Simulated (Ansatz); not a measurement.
# Run report: AlRu, geometry relaxation (part 1 of 3)

AlRu (slab, 14 atoms in the cell), computed with DFT r2SCAN, scalar-relativistic, plane waves, PAW, no spin polarisation (Ansatz 0.2.0).

The structure derives from an entry of the Crystallography Open Database. It belongs to a series of runs on one base structure; here: (1 1 1) slab, atoms relaxed.

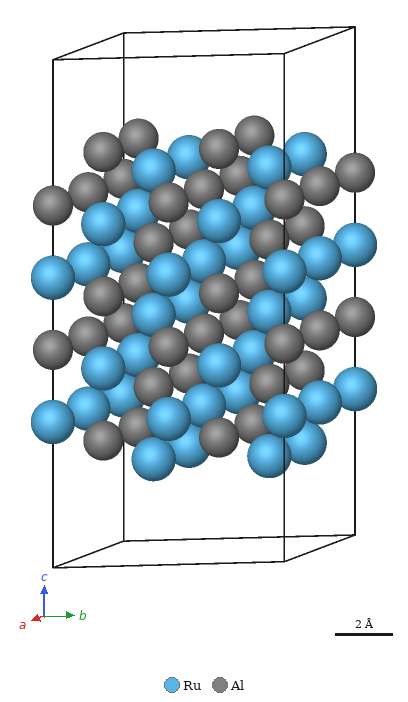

**Figure 1.** The starting structure (spheres-only view of the 2 × 2 repeat of the cell, with the vacuum cut short, seen slightly off an axis). An atom can appear more than once, as a periodic image.

## Input file
```yaml
crystal:
  lattice:
    - [4.2180678883, 0.0, 0.0]
    - [-2.1090339442, 3.6529539462, 0.0]
    - [0.0, 0.0, 26.1931235291]
  atoms:
    - { symbol: Ru, position: [0.3333333333, 0.6666666667, 0.2863346936] }
    - { symbol: Al, position: [0.6666666667, 0.3333333333, 0.3192062792] }
    - { symbol: Ru, position: [0.0, 0.0, 0.3520778648] }
    - { symbol: Al, position: [0.3333333333, 0.6666666667, 0.3849494504] }
    - { symbol: Ru, position: [0.6666666667, 0.3333333333, 0.417821036] }
    - { symbol: Al, position: [0.0, 0.0, 0.4506926216] }
    - { symbol: Ru, position: [0.3333333333, 0.6666666667, 0.4835642072] }
    - { symbol: Al, position: [0.6666666667, 0.3333333333, 0.5164357928] }
    - { symbol: Ru, position: [0.0, 0.0, 0.5493073784] }
    - { symbol: Al, position: [0.3333333333, 0.6666666667, 0.582178964] }
    - { symbol: Ru, position: [0.6666666667, 0.3333333333, 0.6150505496] }
    - { symbol: Al, position: [0.0, 0.0, 0.6479221352] }
    - { symbol: Ru, position: [0.3333333333, 0.6666666667, 0.6807937208] }
    - { symbol: Al, position: [0.6666666667, 0.3333333333, 0.7136653064] }
basis:
  ecutwfc: 500
kpoints:
  mp_grid: { grid: [9, 9, 1] }
hamiltonian:
  xc: r2scan
scf:
  occupations: { method: gaussian, width: 0.1 }
output:
  forces: true
  eigenvalues: true
  write_density: true
  write_potential: true
  elf: true
  volumetric_format: npy
relax:
  adjacent_minimum: "off"
  f_tol: 0.02
  max_steps: 60
efield:
  axis: 3
  dipole_correction: true
  ramp_width: 0.04
```

Machine: 2 threads of Intel Xeon (Granite Rapids), 32 GiB of memory available, shared host.

Launched with:
```bash
ansatz run input.yaml --threads 2 --pin off --max-ram 5120MiB --backend cpu --events-out ev --progress --plain --runs-dir out
```

## What the program printed
```
Engine: ansatz 0.2.0, x86_64-unknown-linux-gnu
Pseudopotentials: kind: paw
Pseudopotential: Ru, paw, valence charge 16, recommended cutoff 500 eV (meta_gga), Ru.paw.azcp
Pseudopotential: Al, paw, valence charge 3, recommended cutoff 500 eV (meta_gga), Al.paw.azcp
Functional definition: r2SCAN
  parameter k0 = 0.174
  parameter k1 = 0.065
  parameter a1 = 4.9479
  exchange = r2scan_x(k0 = k0, k1 = k1, a1 = a1)
  correlation = r2scan_c
Crystal: 14 atoms, lattice volume = 403.594 Å³
Basis set: ecut = 500 eV, 10337 PW (Γ), exchange–correlation on 128×128×768 points (64 copies of the dense FFT grid, shifted against one another)
Bands: 81, of which v1, the nominal top of the filled ones, is band 67 counted from 1 (66 counted from 0)
Symmetry: 6 space group operations
Space group: P3m1 (ITA 156), of the structure as read, at distance tolerance 7.4e-5 Å
k-points: 12 of 81 (time reversal used)
Non-local potential: Ru, projectors of the file, l = 0: 3, l = 1: 2, l = 2: 2, l = 3: 1
Non-local potential: Al, projectors of the file, l = 0: 2, l = 1: 2, l = 2: 1
PAW form: soft (Blöchl's): semilocal exchange-correlation on the pseudo side does not see the compensation charge
PAW frozen core: Ru, regenerated for the run's functional (the file was generated under x = pbe(κ = 0.804, μ = 0.2195149727645171), c = pbe(β = 0.06672455060314922))
PAW frozen core: Al, regenerated for the run's functional (the file was generated under x = pbe(κ = 0.804, μ = 0.2195149727645171), c = pbe(β = 0.06672455060314922))
PAW one-centre angular grid: Ru, 590 points (default); XC on 160 Gauss nodes
PAW one-centre angular grid: Al, 302 points (default); XC on 160 Gauss nodes
Initial density: superposition of atomic densities (neutral atoms: chi_scale 0, normalization atom), corrected by the library's trained network
Initial wavefunctions: pseudopotential atomic-orbital guess
Functional: x = r2scan, c = r2scan; τ floored in thin density (d = 2e-4 eV/Å³)
SCF iter   1: F=—  HF=-45021.575969 eV  |F-HF|=—  |Δ(HF+E_count)|=         —  Δρ=6.68e-3  dr2=2.74e-1  dr2_τ=1.55e-1  ethr=1.77e-3  p=-0.013 e·Å  D=-5.97e-3 V/Å  ΔV_dip=0.16 eV  dr2_dipole=8.57e-2  V_vac-E_F(+/−)=4.40/4.25 eV  ⟨swp⟩=9.7  Hψ=4893  notcnv=0  defer=8
efield: sawtooth ramp at fractional position 0.9800 (placed from the atoms, in the widest stretch of the axis that holds none; the zero of the levels goes with the place), width 0.0400; the density the first Hamiltonian is built on has a dipole p = -0.013 e·Å; the dipole correction subtracts the counter field D = -5.97e-3 V/Å, which shifts the + side's vacuum level by +0.16 eV against the − side's; the planar-averaged density in the ramp window peaks in size at 4.0e-5 e/Å³
preconditioner: auto → LDOS  [metal: Δε(μ)=0.006 eV  Ē_g=5.461 eV  σ=0.100 eV  W_gap=0.04  n_scr=96 (ndim 8)  ℏωp=16.2 eV  f_vac=0.459  D(μ)=12.66/eV (n_scr^D=96)  β→1.0]
SCF iter   2: F=—  HF=-45021.696942 eV  |F-HF|=—  |Δ(HF+E_count)|=   1.21e-1  Δρ=3.24e-3  dr2=6.20e-2  dr2_τ=4.97e-3  ethr=2.06e-4  p=-0.026 e·Å  D=-1.15e-2 V/Å  ΔV_dip=0.30 eV  dr2_dipole=1.91e-2  V_vac-E_F(+/−)=4.49/4.19 eV  ⟨swp⟩=2.2  Hψ=1891  notcnv=0  defer=67
SCF iter   3: F=—  HF=-45021.694280 eV  |F-HF|=—  |Δ(HF+E_count)|=   2.66e-3  Δρ=1.02e-3  dr2=1.11e-2  dr2_τ=5.28e-4  ethr=4.66e-5  p=-0.030 e·Å  D=-1.32e-2 V/Å  ΔV_dip=0.35 eV  dr2_dipole=6.43e-4  V_vac-E_F(+/−)=4.54/4.19 eV  ⟨swp⟩=2.0  Hψ=1462  notcnv=0  defer=67
SCF iter   4: F=—  HF=-45021.693556 eV  |F-HF|=—  |Δ(HF+E_count)|=   7.24e-4  Δρ=3.07e-4  dr2=6.86e-4  dr2_τ=6.07e-5  ethr=8.35e-6  p=-0.033 e·Å  D=-1.50e-2 V/Å  ΔV_dip=0.39 eV  dr2_dipole=8.60e-7  V_vac-E_F(+/−)=4.56/4.17 eV  ⟨swp⟩=2.8  Hψ=1605  notcnv=0  defer=67
SCF iter   5: F=—  HF=-45021.694198 eV  |F-HF|=—  |Δ(HF+E_count)|=   6.42e-4  Δρ=1.29e-4  dr2=2.35e-4  dr2_τ=7.77e-6  ethr=5.15e-7  p=-0.036 e·Å  D=-1.59e-2 V/Å  ΔV_dip=0.42 eV  dr2_dipole=1.37e-6  V_vac-E_F(+/−)=4.57/4.16 eV  ⟨swp⟩=2.4  Hψ=1513  notcnv=0  defer=67
SCF iter   6: F=—  HF=-45021.694200 eV  |F-HF|=—  |Δ(HF+E_count)|=   1.38e-6  Δρ=4.44e-5  dr2=2.87e-5  dr2_τ=6.01e-7  ethr=1.76e-7  p=-0.037 e·Å  D=-1.65e-2 V/Å  ΔV_dip=0.43 eV  dr2_dipole=1.14e-8  V_vac-E_F(+/−)=4.58/4.15 eV  ⟨swp⟩=2.0  Hψ=1263  notcnv=0  defer=67
SCF iter   7: F=-45021.694203 eV  HF=-45021.694205 eV  |F-HF|=1.53e-6  |Δ(HF+E_count)|=   4.92e-6  Δρ=1.56e-5  dr2=2.65e-6  dr2_τ=1.37e-7  ethr=7.52e-9  p=-0.038 e·Å  D=-1.69e-2 V/Å  ΔV_dip=0.44 eV  dr2_dipole=3.23e-8  V_vac-E_F(+/−)=4.59/4.15 eV  ⟨swp⟩=26.8  Hψ=10463  notcnv=0
SCF 1 converged in 7 iterations: F = -45021.694203 eV  dr2 = 2.65e-6
  Residual-converged pass: ⟨swp⟩=1.0  Hψ=1020  notcnv=0  max |occ|·‖R‖ = 7.1e-9 eV (tolerance 1.0e-8 eV)  dr2=2.65e-6  dr2_τ=1.37e-7  dr2_onsite=3.92e-8  max |Δocc| = 1.6e-10
  greatest PAW one-centre occupation: 0.999 electrons in one spin orbital (limit 2), on the Ru atom at site 0 (counted from 0), in its partial waves of l = 1
relax step   1: F+E_penalty+E_count = -45021.69420300 eV  Δ(F+E_penalty+E_count) = +0.000e0 eV  max|allowed force component| = 1.085e0 eV/Å  Δτ_max = 0.0000 Å  (7 SCF iters, dr2 threshold 1.00e-5 eV, accepted)
Initial density: handed on by an earlier stage of this run
Initial wavefunctions: those handed on with the density
SCF iter   1: F=—  HF=-45021.493659 eV  |F-HF|=—  |Δ(HF+E_count)|=         —  Δρ=2.08e-2  dr2=1.19e1  dr2_τ=4.27e0  ethr=3.10e-3  p=-0.038 e·Å  D=-1.69e-2 V/Å  ΔV_dip=0.44 eV  dr2_dipole=5.27e0  V_vac-E_F(+/−)=4.53/4.09 eV  ⟨swp⟩=4.1  Hψ=2197  notcnv=0  defer=49
efield: sawtooth ramp at fractional position 0.9800 (handed on by an earlier solve), width 0.0400; the density the first Hamiltonian is built on has a dipole p = -0.038 e·Å; the dipole correction subtracts the counter field D = -1.69e-2 V/Å, which shifts the + side's vacuum level by +0.44 eV against the − side's; the planar-averaged density in the ramp window peaks in size at 1.3e-6 e/Å³
preconditioner: auto → LDOS  [metal: Δε(μ)=0.011 eV  Ē_g=5.579 eV  σ=0.100 eV  W_gap=0.06  n_scr=96 (ndim 8)  ℏωp=16.2 eV  f_vac=0.469  D(μ)=13.31/eV (n_scr^D=110)  β→1.0]
SCF iter   2: F=—  HF=-45021.912925 eV  |F-HF|=—  |Δ(HF+E_count)|=   4.19e-1  Δρ=1.09e-2  dr2=1.68e0  dr2_τ=1.41e-1  ethr=3.10e-3  p=-0.048 e·Å  D=-2.16e-2 V/Å  ΔV_dip=0.57 eV  dr2_dipole=8.47e-1  V_vac-E_F(+/−)=4.54/3.97 eV  ⟨swp⟩=2.1  Hψ=1334  notcnv=0  defer=63
SCF iter   3: F=—  HF=-45021.857723 eV  |F-HF|=—  |Δ(HF+E_count)|=   5.52e-2  Δρ=1.53e-3  dr2=1.07e-1  dr2_τ=5.64e-3  ethr=1.27e-3  p=-0.028 e·Å  D=-1.25e-2 V/Å  ΔV_dip=0.33 eV  dr2_dipole=6.71e-2  V_vac-E_F(+/−)=4.58/4.25 eV  ⟨swp⟩=2.0  Hψ=1184  notcnv=0  defer=67
SCF iter   4: F=—  HF=-45021.854843 eV  |F-HF|=—  |Δ(HF+E_count)|=   2.88e-3  Δρ=7.26e-4  dr2=1.92e-2  dr2_τ=1.79e-4  ethr=8.03e-5  p=-0.022 e·Å  D=-9.97e-3 V/Å  ΔV_dip=0.26 eV  dr2_dipole=1.20e-2  V_vac-E_F(+/−)=4.57/4.31 eV  ⟨swp⟩=2.0  Hψ=1401  notcnv=0  defer=67
SCF iter   5: F=—  HF=-45021.854805 eV  |F-HF|=—  |Δ(HF+E_count)|=   3.75e-5  Δρ=2.98e-4  dr2=1.21e-3  dr2_τ=3.47e-5  ethr=1.44e-5  p=-0.015 e·Å  D=-6.67e-3 V/Å  ΔV_dip=0.17 eV  dr2_dipole=3.85e-5  V_vac-E_F(+/−)=4.58/4.40 eV  ⟨swp⟩=1.8  Hψ=1098  notcnv=0  defer=67
SCF iter   6: F=—  HF=-45021.854996 eV  |F-HF|=—  |Δ(HF+E_count)|=   1.91e-4  Δρ=2.41e-4  dr2=1.38e-3  dr2_τ=1.27e-5  ethr=9.06e-7  p=-0.011 e·Å  D=-4.77e-3 V/Å  ΔV_dip=0.12 eV  dr2_dipole=6.83e-4  V_vac-E_F(+/−)=4.58/4.45 eV  ⟨swp⟩=2.0  Hψ=1542  notcnv=0  defer=67
SCF iter   7: F=-45021.854922 eV  HF=-45021.854984 eV  |F-HF|=6.19e-5  |Δ(HF+E_count)|=   1.15e-5  Δρ=6.52e-5  dr2=6.78e-5  dr2_τ=1.61e-6  ethr=5.53e-8  p=-0.010 e·Å  D=-4.61e-3 V/Å  ΔV_dip=0.12 eV  dr2_dipole=2.53e-6  V_vac-E_F(+/−)=4.58/4.46 eV  ⟨swp⟩=27.1  Hψ=11423  notcnv=0
SCF 2 converged in 7 iterations: F = -45021.854922 eV  dr2 = 6.78e-5
relax step   2: F+E_penalty+E_count = -45021.85492244 eV  Δ(F+E_penalty+E_count) = -1.607e-1 eV  max|allowed force component| = 2.870e-1 eV/Å  Δτ_max = 0.1760 Å  (7 SCF iters, dr2 threshold 7.35e-5 eV, accepted)
iter 1 solved again at ethr=6.08e-5 eV; its pass at ethr=3.10e-3 eV (dr2=8.08e-2 eV) is discarded
SCF iter   1: F=—  HF=-45021.724574 eV  |F-HF|=—  |Δ(HF+E_count)|=         —  Δρ=2.55e-3  dr2=8.35e-2  dr2_τ=2.92e-1  ethr=6.08e-5  p=-0.010 e·Å  D=-4.60e-3 V/Å  ΔV_dip=0.12 eV  dr2_dipole=3.21e-2  V_vac-E_F(+/−)=4.58/4.46 eV  ⟨swp⟩=1.9  Hψ=2543  notcnv=0  defer=62
efield: sawtooth ramp at fractional position 0.9800 (handed on by an earlier solve), width 0.0400; the density the first Hamiltonian is built on has a dipole p = -0.010 e·Å; the dipole correction subtracts the counter field D = -4.60e-3 V/Å, which shifts the + side's vacuum level by +0.12 eV against the − side's; the planar-averaged density in the ramp window peaks in size at 2.0e-6 e/Å³
preconditioner: auto → LDOS  [metal: Δε(μ)=0.051 eV  Ē_g=5.528 eV  σ=0.100 eV  W_gap=0.27  n_scr=96 (ndim 8)  ℏωp=16.2 eV  f_vac=0.467  D(μ)=12.31/eV (n_scr^D=96)  β→1.0]
SCF iter   2: F=—  HF=-45021.872777 eV  |F-HF|=—  |Δ(HF+E_count)|=   1.48e-1  Δρ=1.83e-3  dr2=1.49e-2  dr2_τ=1.09e-3  ethr=6.08e-5  p=-0.010 e·Å  D=-4.70e-3 V/Å  ΔV_dip=0.12 eV  dr2_dipole=1.87e-3  V_vac-E_F(+/−)=4.61/4.49 eV  ⟨swp⟩=2.1  Hψ=1721  notcnv=0  defer=62
SCF iter   3: F=—  HF=-45021.871024 eV  |F-HF|=—  |Δ(HF+E_count)|=   1.75e-3  Δρ=4.81e-4  dr2=1.93e-3  dr2_τ=8.65e-5  ethr=1.12e-5  p=-0.010 e·Å  D=-4.68e-3 V/Å  ΔV_dip=0.12 eV  dr2_dipole=7.50e-4  V_vac-E_F(+/−)=4.59/4.47 eV  ⟨swp⟩=2.0  Hψ=1409  notcnv=0  defer=62
SCF iter   4: F=—  HF=-45021.871718 eV  |F-HF|=—  |Δ(HF+E_count)|=   6.94e-4  Δρ=2.46e-4  dr2=7.59e-4  dr2_τ=2.90e-5  ethr=1.45e-6  p=-0.010 e·Å  D=-4.53e-3 V/Å  ΔV_dip=0.12 eV  dr2_dipole=1.13e-4  V_vac-E_F(+/−)=4.59/4.47 eV  ⟨swp⟩=3.2  Hψ=2047  notcnv=0  defer=62
SCF iter   5: F=—  HF=-45021.871680 eV  |F-HF|=—  |Δ(HF+E_count)|=   3.75e-5  Δρ=1.02e-4  dr2=8.95e-5  dr2_τ=5.17e-6  ethr=5.71e-7  p=-0.010 e·Å  D=-4.57e-3 V/Å  ΔV_dip=0.12 eV  dr2_dipole=2.71e-5  V_vac-E_F(+/−)=4.59/4.47 eV  ⟨swp⟩=2.2  Hψ=1459  notcnv=0  defer=62
SCF iter   6: F=—  HF=-45021.871690 eV  |F-HF|=—  |Δ(HF+E_count)|=   9.65e-6  Δρ=3.03e-5  dr2=9.22e-6  dr2_τ=4.48e-7  ethr=6.73e-8  p=-0.010 e·Å  D=-4.59e-3 V/Å  ΔV_dip=0.12 eV  dr2_dipole=1.40e-6  V_vac-E_F(+/−)=4.59/4.47 eV  ⟨swp⟩=2.0  Hψ=1321  notcnv=0  defer=62
SCF iter   7: F=-45021.871690 eV  HF=-45021.871691 eV  |F-HF|=7.70e-7  |Δ(HF+E_count)|=   9.45e-7  Δρ=1.54e-5  dr2=1.42e-6  dr2_τ=7.40e-8  ethr=3.87e-9  p=-0.010 e·Å  D=-4.57e-3 V/Å  ΔV_dip=0.12 eV  dr2_dipole=9.49e-10  V_vac-E_F(+/−)=4.58/4.46 eV  ⟨swp⟩=25.6  Hψ=10370  notcnv=0
SCF 3 converged in 7 iterations: F = -45021.871690 eV  dr2 = 1.42e-6
relax step   3: F+E_penalty+E_count = -45021.87169018 eV  Δ(F+E_penalty+E_count) = -1.677e-2 eV  max|allowed force component| = 9.233e-2 eV/Å  Δτ_max = 0.0388 Å  (7 SCF iters, dr2 threshold 5.15e-6 eV, accepted)
```
